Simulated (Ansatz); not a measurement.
Geometry relaxation, with input and output: Hf8O17 (charge −2) (part 3 of 4)

Hf8O17 (defect cell, 25 atoms in the cell, total charge −2); DFT PBE, scalar-relativistic, plane waves, PAW, no spin polarisation (Ansatz 0.2.0); cutoff 420 eV, 2×2×2 k-mesh, Gaussian smearing of 0.02 eV. The structure derives from a Materials Project entry. It belongs to a series of runs on one base structure; here: O_i, charge -2, atoms relaxed at the host's cell.

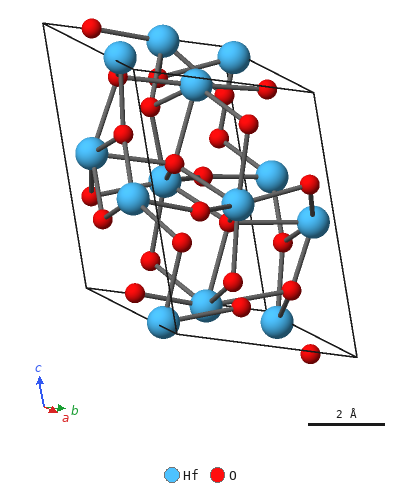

The geometry at step 5 of the log (ball-and-stick view of the cell of the calculation, seen slightly off an axis).

### Output, continued
```
--- Relaxed structure (16 steps of the walk, 15 accepted, 0 SCFs on fresh bases) ---
  F+E_penalty+E_count = -135426.14116307 eV   max|allowed force component| = 1.040e-2 eV/Å
  atoms:
    - { symbol: Hf, position: [0.29719801824286673, 0.02607948758870751, 0.5686556433013059] }
    - { symbol: Hf, position: [0.2837259682026556, 0.504449159543787, 0.004513854987782492] }
    - { symbol: Hf, position: [0.2064908500197945, 0.46123047257305694, 0.5018720613375498] }
    - { symbol: Hf, position: [0.2516541333958813, 0.9716044860201566, 1.0208349790533355] }
    - { symbol: Hf, position: [0.7384899359397158, 0.5195354294653693, 0.9416523468242122] }
    - { symbol: Hf, position: [0.7456430374798609, 1.0294742156063712, 0.47855385806288464] }
    - { symbol: Hf, position: [0.8121913067552315, 0.06821535589227812, 0.03171272323993479] }
    - { symbol: Hf, position: [0.7698697641824642, 0.5658068619465396, 0.4879289030646884] }
    - { symbol: O, position: [0.043143858880656805, 0.12635378546757906, 0.3713365037681322] }
    - { symbol: O, position: [0.04117184290919228, 0.6359790889210982, 0.8592487652631765] }
    - { symbol: O, position: [0.48367888076635934, 0.15372064106087904, 0.8982887283755332] }
    - { symbol: O, position: [0.47791806654689906, 0.6376673598855369, 0.39524860059889194] }
    - { symbol: O, position: [0.9810769420953336, 0.4028391244573601, 0.11429775747414889] }
    - { symbol: O, position: [0.9803979928007099, 0.896607389658234, 0.6346052627179652] }
    - { symbol: O, position: [0.5404810906220195, 0.3728796699547082, 0.6192861053491795] }
    - { symbol: O, position: [0.5489306494716424, 0.8912697331184529, 0.12999658710528078] }
    - { symbol: O, position: [0.6570748247572094, 0.02705002685645902, 0.714245510802439] }
    - { symbol: O, position: [0.6481642519005587, 0.5481842391472315, 0.1718088184599204] }
    - { symbol: O, position: [0.914171368571662, 0.839340320016331, 1.021590096798779] }
    - { symbol: O, position: [0.7929149073525511, 0.31195150423537754, 0.39367987120203607] }
    - { symbol: O, position: [0.09184731701770782, 0.2936350073455557, 0.7154172224295113] }
    - { symbol: O, position: [0.37382731841464745, 0.9890266740830288, 0.3334378168697353] }
    - { symbol: O, position: [0.13091959068905304, 0.7028344147753698, 0.5007723719310505] }
    - { symbol: O, position: [0.19413971048068063, 0.21499588294380018, 0.0725020426964707] }
    - { symbol: O, position: [0.457466471204649, 0.6172348959367328, 0.8111787805860574] }
```

### Trajectory as extended XYZ (Å, eV, eV/Å), 16 frames, from step=1 to step=16
```
25
Lattice="-4.2678 0.0000 -5.2716 5.1609 5.2121 -0.0053 5.1609 -5.2121 -0.0053" Properties=species:S:1:pos:R:3:forces:R:3 step=1 energy=-135418.96708
Hf    1.6784   -2.7851   -1.5486    0.1667   0.1182   0.0535
Hf    1.6047    2.4309   -1.5210    0.2992  -0.0139   0.2112
Hf    3.8759   -0.1612   -1.1024   -0.5846  -0.1105  -0.0604
Hf    9.0856   -0.1525   -1.0414   -0.1164  -0.2732   0.2737
Hf    4.2910   -2.3584   -3.7229   -0.3177   0.2836  -0.1742
Hf    4.4620    2.8117   -3.8060   -1.0784   0.6295   0.2582
Hf   -3.0403    0.2533   -4.2282   -0.0516   0.3751  -0.2957
Hf    2.0914    0.2825   -4.1810    0.4466   0.1511   0.0766
O     2.2817   -1.3210   -0.0773   -0.3264   0.0111  -0.0486
O     7.4362   -1.3205   -0.0831   -0.2789   0.2324  -0.0026
O     3.2381   -3.9143   -2.5522    0.0158   0.0642  -0.0048
O     3.2406    1.3239   -2.5490    0.3103   0.3534  -0.1153
O    -1.4655    1.3845   -5.1742    0.8640  -0.1595  -0.1441
O     3.7042    1.3692   -5.1818    0.2099  -0.1242  -0.1762
O     2.7128   -1.1879   -2.7559   -0.3922  -0.2938   0.0547
O     3.1013    4.0124   -2.6458    3.3517  -1.1731  -0.7366
O     0.9391   -3.4034   -3.5076    0.6544  -0.6575   0.2352
O     0.9049    1.8093   -3.4436   -0.1372  -0.1759  -0.0250
O     5.4785   -0.8318   -4.5036   -0.0655   0.0970  -0.1777
O     0.3602   -0.7931   -4.4610    0.1616   0.1755  -0.0506
O     4.8455   -1.8755   -1.7096    0.2511   0.1142   0.1709
O     5.1583    3.5316   -1.8591    0.3842   0.0035   0.2670
O     5.6046    0.9567   -0.8064   -0.0071  -0.1008  -0.1074
O     0.4765    0.9109   -0.8069   -0.2156  -0.3079   0.0006
O     6.8688   -0.8923   -2.5653   -3.5422   0.7813   0.5179
25
Lattice="-4.2678 0.0000 -5.2716 5.1609 5.2121 -0.0053 5.1609 -5.2121 -0.0053" Properties=species:S:1:pos:R:3:forces:R:3 step=2 energy=-135419.35906
Hf    1.6892   -2.8157   -1.5304   -0.3247  -0.0974  -0.2117
Hf    1.6199    2.4221   -1.5054    0.1367   0.5848  -0.4467
Hf    3.8396   -0.1808   -1.1206    0.1855   0.0915   0.3128
Hf    9.0768   -0.1827   -1.0504   -0.0936  -0.2340  -0.2401
Hf    4.2662   -2.3259   -3.7235    0.1608  -0.1337   0.1039
Hf    4.4662    2.8451   -3.8066   -0.4954   0.6944   0.5032
Hf   -3.0347    0.2699   -4.2395   -0.2675  -0.1593   0.6551
Hf    2.1170    0.3192   -4.1696   -0.2115   0.0666  -0.2559
O     2.2386   -1.3254   -0.0792    0.1414   0.0595  -0.0324
O     7.3938   -1.2914   -0.0822    0.1196  -0.1356   0.1995
O     3.2517   -3.9165   -2.5553   -0.0337   0.1320  -0.0098
O     3.2873    1.3692   -2.5506   -0.1549  -0.3366  -0.0903
O    -1.3863    1.3749   -5.1737    0.0520   0.0684  -0.2425
O     3.7535    1.3661   -5.1853   -0.1438  -0.0672  -0.2122
O     2.6448   -1.2105   -2.7558    0.2452   0.0777   0.0501
O     3.1026    3.9902   -2.6731    4.6892  -1.4681  -0.8197
O     0.9346   -3.4318   -3.4778    0.3681  -0.2833   0.0260
O     0.8712    1.8041   -3.4251    0.2386  -0.2074  -0.0655
O     5.4730   -0.8157   -4.5103   -0.3449  -0.2724  -0.2208
O     0.3817   -0.7607   -4.4726   -0.2381  -0.3290   0.0375
O     4.8637   -1.8699   -1.7022   -0.4317   0.1540   0.0905
O     5.1935    3.5247   -1.8394    0.1602   0.0265   0.1985
O     5.5980    0.9169   -0.8203    0.3580   0.3712   0.1103
O     0.4718    0.8811   -0.8265    0.1694   0.1037   0.1013
O     6.8212   -0.8767   -2.5585   -4.2835   1.2936   0.4578
25
Lattice="-4.2678 0.0000 -5.2716 5.1609 5.2121 -0.0053 5.1609 -5.2121 -0.0053" Properties=species:S:1:pos:R:3:forces:R:3 step=3 energy=-135421.03528
Hf    1.7037   -2.8420   -1.5170   -0.7381  -0.3906  -0.3452
Hf    1.6252    2.4373   -1.5053    0.1418   2.9162  -2.3793
Hf    3.8103   -0.1893   -1.1259    1.6009  -0.0798   0.2938
Hf    9.0816   -0.2182   -1.0671   -0.7381  -0.5581  -1.9856
Hf    4.2458   -2.3046   -3.7213    1.1445  -0.4153   0.5448
Hf    4.4833    2.8693   -3.8054   -0.4755   1.1748   0.9198
Hf   -3.0445    0.2780   -4.2325   -0.5549  -2.5918   3.8007
Hf    2.1396    0.3492   -4.1677   -0.9667  -0.0696  -0.6637
O     2.2069   -1.3265   -0.0763    0.7841   0.1847  -0.4840
O     7.3640   -1.2701   -0.0762    0.4405  -0.7653   0.7224
O     3.2652   -3.9177   -2.5569    0.1605   0.6171  -0.3897
O     3.3204    1.3976   -2.5580   -0.7706  -1.5367   0.1328
O    -1.3234    1.3712   -5.1800   -1.1003   0.5995   0.0052
O     3.7989    1.3577   -5.2003   -0.8940  -0.0030   0.1372
O     2.5980   -1.2253   -2.7530    1.0248   0.8097  -0.2367
O     3.2025    3.9409   -2.7146    4.9008  -1.6369  -1.2678
O     0.9404   -3.4672   -3.4437    0.5451   0.3706  -0.3290
O     0.8473    1.7919   -3.4158    0.5294  -0.1981  -0.0600
O     5.4551   -0.8164   -4.5237   -0.8298  -0.7803  -0.5901
O     0.4001   -0.7437   -4.4817   -0.1979  -0.2994  -0.0488
O     4.8571   -1.8572   -1.6903   -1.7025  -0.6000   0.5799
O     5.2399    3.5185   -1.8180    0.8215  -0.2345   0.6183
O     5.6030    0.8969   -0.8286    0.2678   0.7184   0.7069
O     0.4761    0.8631   -0.8394    0.6394   0.6387   0.0317
O     6.6382   -0.8136   -2.5353   -4.0314   2.1290   0.2844
25
Lattice="-4.2678 0.0000 -5.2716 5.1609 5.2121 -0.0053 5.1609 -5.2121 -0.0053" Properties=species:S:1:pos:R:3:forces:R:3 step=4 energy=-135422.27036
Hf    1.7135   -2.8527   -1.5147   -0.4542  -0.3781  -0.2486
Hf    1.6203    2.4741   -1.5263   -0.2683   2.8734  -2.2946
Hf    3.8085   -0.1872   -1.1187    1.6287  -0.0035   0.0264
Hf    9.0912   -0.2380   -1.0895   -0.4841  -0.1192  -1.7743
Hf    4.2439   -2.3039   -3.7164    1.1005  -0.3963   0.5221
Hf    4.5020    2.8749   -3.8027    0.6911  -0.1277  -0.2557
Hf   -3.0613    0.2624   -4.2031   -0.5138  -2.9035   3.6473
Hf    2.1433    0.3579   -4.1743   -0.9084  -0.2330  -0.6008
O     2.2067   -1.3259   -0.0760    0.9512   0.1109  -0.4290
O     7.3607   -1.2686   -0.0666    0.4558  -0.8274   0.4253
O     3.2739   -3.9136   -2.5609    0.2351   0.3087  -0.4311
O     3.3225    1.3901   -2.5642   -0.8669  -1.4882   0.1115
O    -1.3161    1.3760   -5.1846   -1.2480   0.6823   0.1503
O     3.8100    1.3502   -5.2115   -0.9427   0.1623   0.3842
O     2.5973   -1.2214   -2.7521    1.0081   0.8869  -0.2690
O     3.3203    3.8992   -2.7478   -0.8745   0.7514  -0.0678
O     0.9547   -3.4840   -3.4275    0.2941   0.7881  -0.5151
O     0.8453    1.7845   -3.4191    0.5970  -0.0263   0.0140
O     5.4339   -0.8322   -4.5408   -0.5431  -0.6216  -0.9286
O     0.4070   -0.7442   -4.4846   -0.1212  -0.2958  -0.0027
O     4.8259   -1.8574   -1.6755   -2.1033  -1.4651   1.0650
O     5.2745    3.5139   -1.8036    0.8731  -0.2167   0.6329
O     5.6116    0.9034   -0.8230    0.0879   0.8304   1.0550
O     0.4882    0.8664   -0.8408    0.5700   0.7074   0.1089
O     6.4569   -0.7439   -2.5098    0.8364   0.9999  -0.3267
25
Lattice="-4.2678 0.0000 -5.2716 5.1609 5.2121 -0.0053 5.1609 -5.2121 -0.0053" Properties=species:S:1:pos:R:3:forces:R:3 step=5 energy=-135424.29496
Hf    1.7416   -2.8215   -1.5395    0.0440  -0.1425   0.0485
Hf    1.5733    2.5664   -1.5813   -0.2432   0.8766  -0.3533
Hf    3.8861   -0.1656   -1.1021    0.5974   0.4178  -0.3949
Hf    9.0917   -0.2179   -1.1482    0.5893   0.2233  -0.1676
Hf    4.2816   -2.3510   -3.7145   -0.0347  -0.1203  -0.3042
Hf    4.5146    2.8432   -3.8135    0.3644  -0.5363  -0.4834
Hf   -3.0809    0.1517   -4.1108   -0.5285  -1.1178   1.0211
Hf    2.1234    0.3215   -4.1796    0.1964   0.0450  -0.0642
O     2.3067   -1.3231   -0.1044    0.2031   0.1298  -0.0159
O     7.4038   -1.3076   -0.0658   -0.0018  -0.0314  -0.1193
O     3.2828   -3.9149   -2.5812   -0.0127  -0.4361   0.0484
O     3.2586    1.3246   -2.5480   -0.0525  -0.1842  -0.0689
O    -1.4340    1.3872   -5.1650    0.0342   0.1291   0.1670
O     3.7459    1.3443   -5.2018   -0.1754  -0.0179   0.2721
O     2.7093   -1.1740   -2.7745    0.1742   0.1187  -0.1157
O     3.3027    3.9127   -2.7812   -1.3570   0.5740  -0.1828
O     1.0109   -3.4200   -3.4762    0.3284   0.0902  -0.1679
O     0.8950    1.8137   -3.4389    0.0470   0.1459   0.0177
O     5.4279   -0.8990   -4.6018    0.3955  -0.0357  -0.5246
O     0.4113   -0.7699   -4.4761    0.0621   0.0230   0.0900
O     4.6912   -1.9831   -1.5976   -0.2320  -0.9189   0.5205
O     5.3146    3.5272   -1.8166    0.0121   0.1719   0.1169
O     5.6085    0.9964   -0.7553   -0.2913   0.4807   0.4753
O     0.4970    0.9095   -0.8113   -0.1091  -0.1537   0.0084
O     6.3712   -0.6712   -2.4489   -0.0093   0.2711   0.1767
25
Lattice="-4.2678 0.0000 -5.2716 5.1609 5.2121 -0.0053 5.1609 -5.2121 -0.0053" Properties=species:S:1:pos:R:3:forces:R:3 step=6 energy=-135425.04291
Hf    1.7800   -2.7902   -1.5509    0.0562  -0.1949   0.1549
Hf    1.5153    2.6035   -1.5675   -0.5129  -0.0004   0.1522
Hf    3.9665   -0.1422   -1.1215    0.8498   0.1846  -0.3238
Hf    9.1130   -0.2299   -1.1894    0.9191   0.0647   0.2558
Hf    4.2762   -2.3923   -3.7333   -0.0435  -0.1424  -0.3902
Hf    4.5258    2.8483   -3.8434    0.4134  -0.0821  -0.1635
Hf   -3.1196    0.0618   -4.0576   -0.5910   0.1568  -0.1872
Hf    2.1596    0.3459   -4.1628    0.0277   0.2158  -0.0113
O     2.3589   -1.2990   -0.1322   -0.0568  -0.0298   0.2196
O     7.4078   -1.2942   -0.0934    0.1287   0.1299  -0.0839
O     3.2766   -3.9759   -2.5872   -0.2300  -0.2592   0.1588
O     3.2762    1.3407   -2.5368    0.0731  -0.0869  -0.1523
O    -1.4351    1.3693   -5.1437    0.0265   0.1761   0.0908
O     3.7576    1.3363   -5.1900    0.0128  -0.0289   0.1713
O     2.7748   -1.1525   -2.8046    0.1787  -0.1345   0.0671
O     3.1769    3.9039   -2.8244   -0.5277  -0.0584   0.0673
O     1.0623   -3.3819   -3.5076    0.0648  -0.1793  -0.1498
O     0.9122    1.8479   -3.4184    0.0316   0.0518   0.1055
O     5.4663   -0.9872   -4.6692    0.4053  -0.0353  -0.0549
O     0.4510   -0.7430   -4.4679   -0.1920  -0.1108   0.0219
O     4.6024   -2.1226   -1.4943    0.1232  -0.1078   0.2140
O     5.3451    3.5615   -1.8779   -0.6536   0.2168  -0.3615
O     5.5878    1.1255   -0.6749    0.0950   0.3992  -0.0157
O     0.5054    0.8665   -0.8080    0.0201  -0.1689   0.0461
O     6.1916   -0.6204   -2.3771   -0.6167   0.0243   0.1675
25
Lattice="-4.2678 0.0000 -5.2716 5.1609 5.2121 -0.0053 5.1609 -5.2121 -0.0053" Properties=species:S:1:pos:R:3:forces:R:3 step=7 energy=-135425.51982
Hf    1.8101   -2.7552   -1.5555    0.0892  -0.0908   0.1964
Hf    1.4653    2.6022   -1.5306   -0.3881  -0.1253   0.2724
Hf    4.0682   -0.1340   -1.1552    0.7413  -0.0885  -0.3105
Hf    9.1402   -0.2448   -1.1991    0.4826  -0.1430   0.1615
Hf    4.2789   -2.4266   -3.7519    0.0394   0.0110  -0.3026
Hf    4.5214    2.8754   -3.8582    0.2782   0.0952  -0.0779
Hf   -3.1694    0.0383   -4.0475   -0.3536   0.5369  -0.3368
Hf    2.1938    0.3718   -4.1503    0.0134   0.1408   0.0604
O     2.3790   -1.2747   -0.1364   -0.1272  -0.1143   0.2171
O     7.4174   -1.2652   -0.1166    0.1264   0.1663  -0.1246
O     3.2497   -4.0168   -2.5819   -0.2202  -0.0888   0.1345
O     3.3146    1.3342   -2.5463    0.0283  -0.0191  -0.1110
O    -1.4283    1.3833   -5.1479   -0.0695   0.2173   0.0545
O     3.7783    1.3342   -5.1753    0.0937   0.0005   0.0430
O     2.8353   -1.1522   -2.8205    0.0582  -0.2650   0.1041
O     3.0622    3.8802   -2.8193   -0.1431  -0.1919   0.1555
O     1.0746   -3.3613   -3.5312    0.0103  -0.2424  -0.1413
O     0.9183    1.8499   -3.3780   -0.0343  -0.0325   0.1047
O     5.5112   -1.0679   -4.7134    0.3196  -0.0482   0.0196
O     0.4784   -0.7159   -4.4716   -0.1911  -0.0253  -0.0697
O     4.5685   -2.2074   -1.4045    0.0763   0.1285   0.2083
O     5.3383    3.5887   -1.9518   -0.4904   0.1153  -0.2780
O     5.6076    1.2234   -0.6365    0.1684   0.1955  -0.1631
O     0.5267    0.8175   -0.8001    0.0624  -0.0646   0.1225
O     5.9943   -0.5974   -2.3541   -0.5678  -0.0686   0.0589
25
Lattice="-4.2678 0.0000 -5.2716 5.1609 5.2121 -0.0053 5.1609 -5.2121 -0.0053" Properties=species:S:1:pos:R:3:forces:R:3 step=8 energy=-135425.86531
Hf    1.8518   -2.7290   -1.5486   -0.0777   0.0251   0.0241
Hf    1.4357    2.5662   -1.4583   -0.1613  -0.0985   0.1393
Hf    4.1614   -0.1454   -1.1953    0.1626   0.0586  -0.0296
Hf    9.1513   -0.2757   -1.2110    0.0140  -0.1291  -0.1190
Hf    4.3097   -2.4091   -3.7698    0.0611   0.0668  -0.0353
Hf    4.5298    2.9122   -3.8860    0.1903   0.0321  -0.1093
Hf   -3.1907    0.0538   -4.0732   -0.0735   0.2671  -0.0490
Hf    2.2153    0.3965   -4.1308    0.0329   0.0392   0.0072
O     2.3723   -1.2527   -0.1277   -0.0642  -0.0134   0.1006
O     7.4245   -1.1922   -0.1468    0.0441   0.0081  -0.1055
O     3.2305   -4.0311   -2.5688   -0.0145  -0.0310   0.0683
O     3.3388    1.3098   -2.5586   -0.0303  -0.0186   0.0333
O    -1.4664    1.4725   -5.1598   -0.0903   0.0687  -0.0412
O     3.7990    1.3383   -5.1617    0.0318   0.0354   0.0276
O     2.8663   -1.1871   -2.8257    0.0458  -0.1840   0.0269
O     2.9851    3.8517   -2.8069   -0.0298   0.0012   0.0384
O     1.0740   -3.3667   -3.5576   -0.0329  -0.0977  -0.0119
O     0.8968    1.8251   -3.3101   -0.0241  -0.0002   0.0499
O     5.5852   -1.1591   -4.7797    0.1402  -0.0045   0.0883
O     0.4709   -0.6507   -4.4660   -0.0854   0.0425  -0.0311
O     4.5622   -2.2384   -1.2339    0.1153  -0.0038   0.1742
O     5.3261    3.5982   -2.0214   -0.1010   0.0061   0.0177
O     5.6544    1.2553   -0.6439    0.0274   0.0129  -0.0627
O     0.5448    0.7729   -0.7823    0.0145  -0.0148   0.0227
O     5.8060   -0.6355   -2.4099   -0.0957  -0.0690  -0.2261
```
